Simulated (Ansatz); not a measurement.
Si₃Ge₂

```yaml
crystal:
  lattice:
    - [3.94148, 0.00000, 0.00000]
    - [0.00000, 19.71922, 0.00000]
    - [0.00000, 0.00000, 5.57525]
  atoms:
    - { symbol: Si, position: [0.50000, 0.25000, 0.12821] }
    - { symbol: Si, position: [0.00000, 0.75000, 0.62821] }
    - { symbol: Si, position: [0.00000, 0.65400, 0.37072] }
    - { symbol: Si, position: [0.50000, 0.15400, 0.87072] }
    - { symbol: Si, position: [0.00000, 0.84600, 0.37072] }
    - { symbol: Si, position: [0.50000, 0.34600, 0.87072] }
    - { symbol: Si, position: [0.00000, 0.25000, 0.37179] }
    - { symbol: Si, position: [0.50000, 0.75000, 0.87179] }
    - { symbol: Si, position: [0.50000, 0.84600, 0.12928] }
    - { symbol: Si, position: [0.00000, 0.34600, 0.62928] }
    - { symbol: Si, position: [0.50000, 0.65400, 0.12928] }
    - { symbol: Si, position: [0.00000, 0.15400, 0.62928] }
    - { symbol: Ge, position: [0.00000, 0.44691, 0.38144] }
    - { symbol: Ge, position: [0.50000, 0.94691, 0.88144] }
    - { symbol: Ge, position: [0.50000, 0.44691, 0.11856] }
    - { symbol: Ge, position: [0.00000, 0.94691, 0.61856] }
    - { symbol: Ge, position: [0.00000, 0.05309, 0.38144] }
    - { symbol: Ge, position: [0.50000, 0.55309, 0.88144] }
    - { symbol: Ge, position: [0.50000, 0.05309, 0.11856] }
    - { symbol: Ge, position: [0.00000, 0.55309, 0.61856] }
```

Space group Imma; a generated structure, not necessarily the stable one.

Level of theory: DFT PBE, scalar-relativistic, plane waves, PAW (Ansatz).

Core electrons are frozen (PAW), and the valence fields are smoothed inside the atomic spheres.

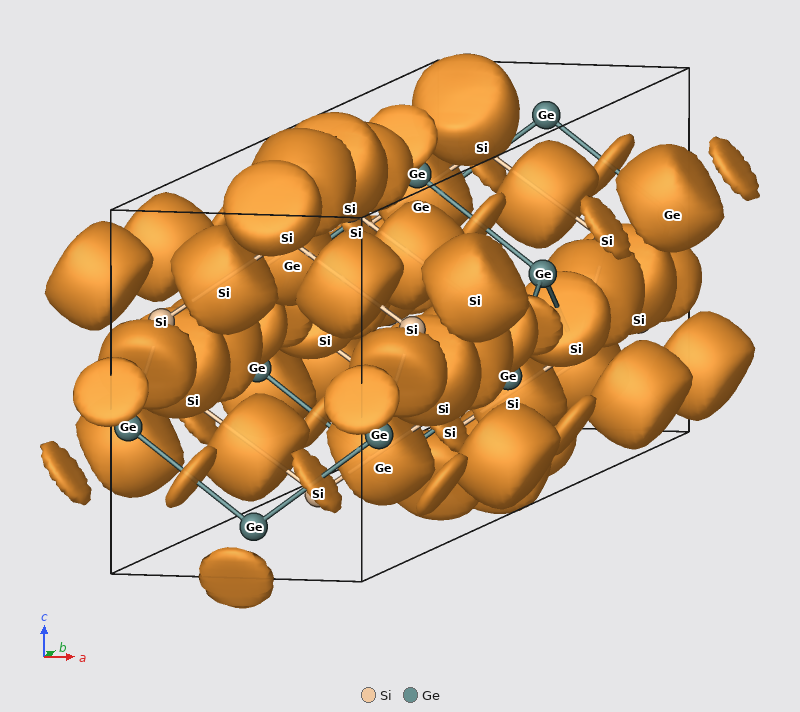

Figure 1. Isosurface of the electron localisation function at 0.7 (orange), seen slightly off an axis. Core shells and regions of very low density are left out. Sticks mark near contacts.

Q: What do the ELF domains correspond to?

A: At this value the surface marks out twelve regions between bonded Ge–Ge atoms (shared pairs), eight regions between bonded Ge–Si atoms (shared pairs) and 20 regions between bonded Si–Si atoms (shared pairs), counted in one cell of 20 atoms. Any copies at cell faces, edges or corners count once.


Si–Si (2.38 Å): the ELF peaks at about 0.95 between the atoms (a shared electron pair). Si–Ge (2.42 Å): the ELF peaks at about 0.90 between the atoms, as expected for a covalent bond.

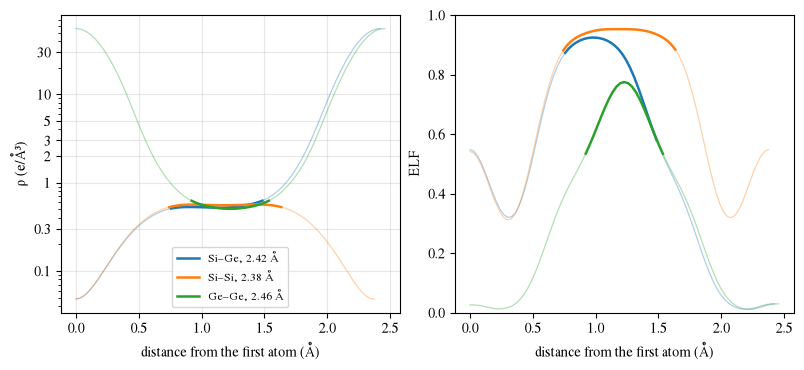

Figure 2. Valence electron density and electron localisation function along straight lines between neighbouring atoms. Thin, pale parts lie inside the atomic spheres.

Q: Compare the contacts.

A: Si–Ge (2.42 Å): the density is about 0.52 e/Å³ at the midpoint; the ELF peaks at about 0.90 between the atoms (a covalent bond).
Si–Si (2.38 Å): ρ at the midpoint is about 0.55 e/Å³; the ELF peaks at about 0.95 between the atoms: a covalent bond.
Ge–Ge (2.46 Å): the density is about 0.5 e/Å³ at the midpoint; the ELF peaks at about 0.75 between the atoms, as expected for a covalent bond.

Q: Metal or insulator at this level of theory?

A: It is gapped, with a Kohn–Sham gap of 0.41 eV on the k-point mesh, an upper bound to the gap of this method.

Q: What Bader charges does the calculation give?

A: Very little charge moves. Bader charges: Si +0.04 and Ge −0.06 e.
